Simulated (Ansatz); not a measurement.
## Electronic structure of ZrO$_{2}$ in real space

The calculation's input:

```
crystal:
  lattice:
    - [3.693492279, 0.0, 0.0]
    - [0.0, 3.6210708618, 0.0]
    - [0.0, 0.0, 5.2824585185]
  atoms:
    - { symbol: Zr, position: [0.0, 0.0, 0.0] }
    - { symbol: Zr, position: [0.5, 0.5, 0.5] }
    - { symbol: O, position: [0.0, 0.5, 0.1927881265] }
    - { symbol: O, position: [0.0, 0.5, 0.6927881265] }
    - { symbol: O, position: [0.5, 0.0, 0.3072118735] }
    - { symbol: O, position: [0.5, 0.0, 0.8072118735] }
basis:
  ecutwfc: 420
kpoints:
  mp_grid: { grid: [6, 6, 4] }
hamiltonian:
  xc: pbe
scf:
  occupations: { method: gaussian, width: 0.05 }
output:
  forces: true
  stress: true
  eigenvalues: true
  write_density: true
  write_potential: true
  elf: true
  volumetric_format: npy
```

Run with:

```sh
ansatz run input.yaml --threads 1 --pin off --max-ram 2560MiB --backend cpu --events-out ev --progress --plain --runs-dir out
```

Below, planes, directions and counts refer to the conventional cell (a = 3.62 Å, b = 3.69 Å, c = 5.28 Å, α = 90.00°, β = 90.00°, γ = 90.00°).

Space group Pmmn; changed on purpose from its base cell (strain +0.0200 x Voigt [1, 0, 0, 0, 0, 0], atoms carried along); not relaxed (largest force 0.4 eV/Å); computed pressure about −4 GPa in this cell.

Method: DFT PBE, scalar-relativistic, plane waves, PAW in Ansatz.

The density is the valence pseudo-density of a PAW calculation; it isn't the true density close to the nuclei.

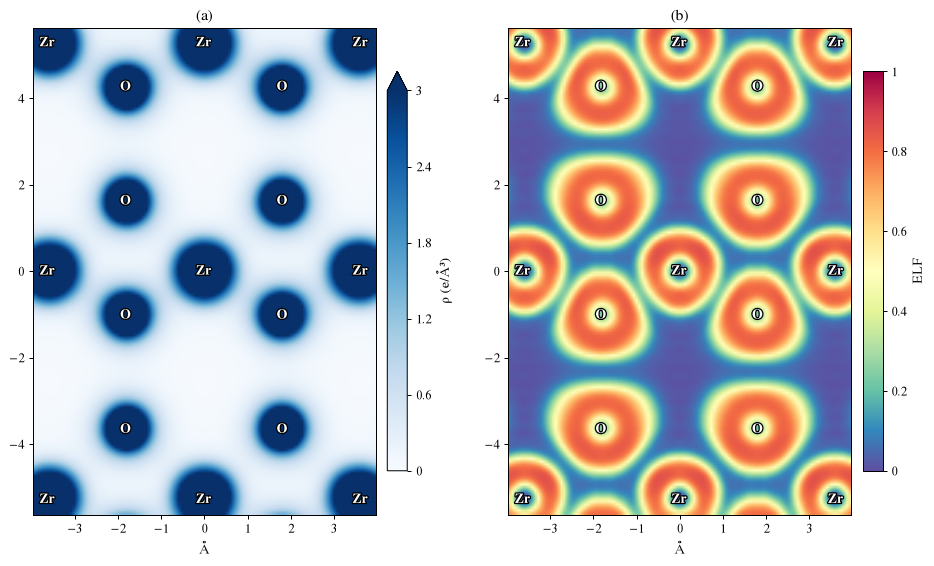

Figure 1. (a) valence electron density; (b) electron localisation function on the (010) plane of the conventional cell.

Read the bonding off the picture.

Answer. The plane passes through Zr and O nuclei. Zr–O (2.08 Å): ρ is about 0.72 e/Å³ halfway; the ELF peaks at about 0.85 in the valence shell of O, 0.6 Å from its nucleus, and drops to about 0.25 between the two atoms: no localised pair shows between them. Between the atoms the lowest density in this plane is 0.02 e/Å³. The features right at Zr lie inside the PAW spheres, where the map follows smoothed inner orbitals and isn't to be read closely.

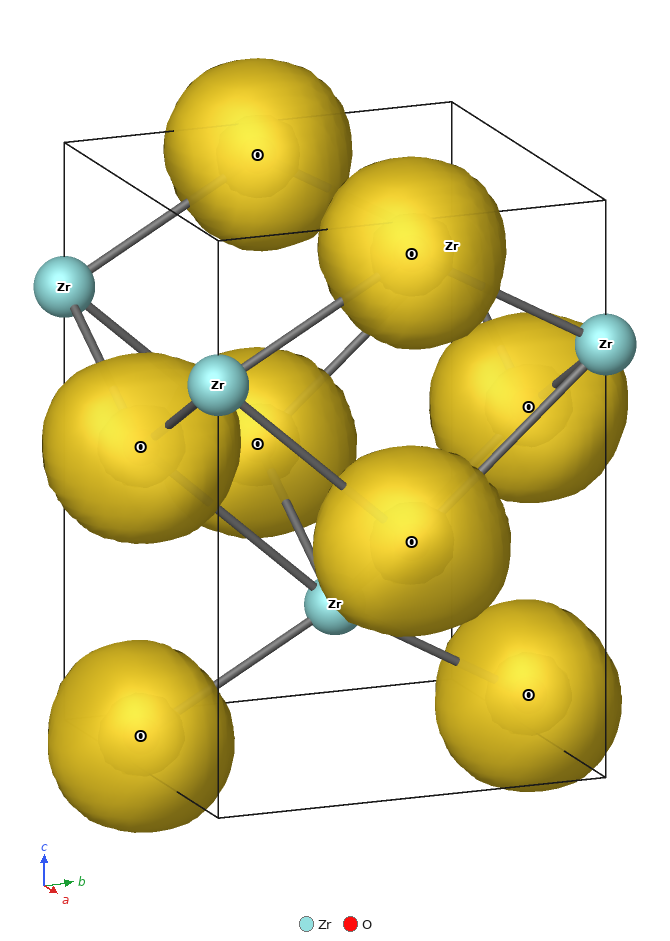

Figure 2. Isosurface of the electron localisation function at 0.7 (yellow), seen slightly off an axis. Core shells and regions of very low density are left out. Sticks mark near contacts.

Describe the localisation domains.

Answer. The ELF exceeds this value in four regions wrapped around O (the valence shell of each), counted in one cell of 6 atoms. Any copies at cell faces, edges or corners count once.

Metal or insulator at this level of theory?

Answer. It is gapped, with a Kohn–Sham gap of 3.9 eV on the k-point mesh (the band edges may lie off the mesh, which would make the gap smaller).
